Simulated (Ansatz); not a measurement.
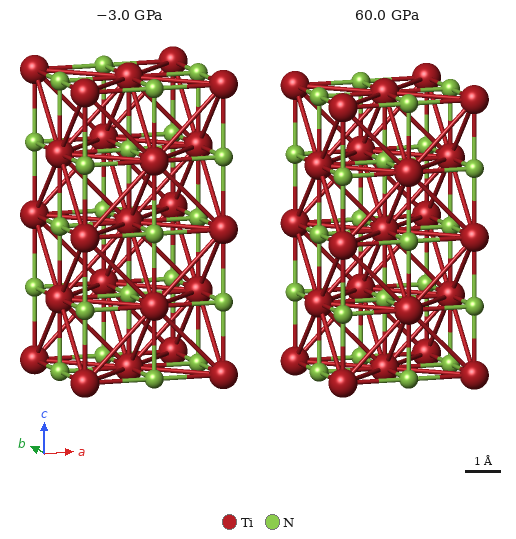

Crystalline TiN (set up in Fm-3m), relaxed (cell and atoms) at several target pressures. The picture shows the first and the last member. A ball-and-stick model of the conventional cell (4 times the calculation's cell), repeated 1 × 1 × 2 with one cell outlined, seen slightly off an axis. Lengths and directions refer to the drawn axes.

Computed with Ansatz 0.2.0: DFT PBEsol, scalar-relativistic, plane waves, PAW. Settings: plane-wave cutoff 420 eV; k-point mesh 18 × 18 × 18; occupations gaussian; smearing width 0.1 eV; no spin polarisation; cell and atoms relaxed; force threshold 0.008 eV/Å.

```tsv
pressure (GPa)	volume (Å³/atom)	a (Å)
−3.0	9.384	4.219
0.0	9.287	4.204
3.0	?	?
8.0	9.055	4.169
15.0	8.874	4.141
30.0	8.541	4.088
60.0	8.020	4.003
```

### One row is withheld. What does the calculation give there?

Murnaghan's form V = V₀(1 + B′P/B₀)^(−1/B′), with V₀ = 9.287 Å³ from the row at zero pressure, fits the other rows with B₀ = 301 GPa and B′ = 4.00 (largest miss 0.002 Å³). At 3.0 GPa it gives 9.287 × (1 + 4.00 × 3.0/301)^(−1/4.00) = 9.197 Å³ per atom. The calculation gives 9.196 Å³/atom (a = 4.190 Å). The estimate is 0.001 Å³/atom too high. From the first member to the last: Ti–Ti 2.983 → 2.831 Å, N–Ti 2.109 → 2.002 Å.

The whole series:

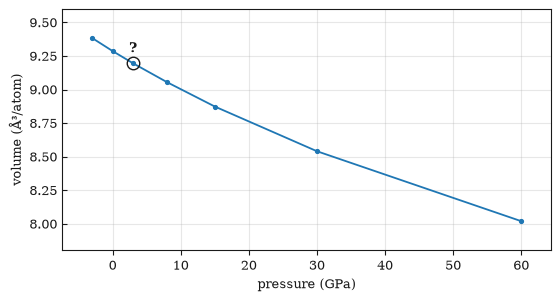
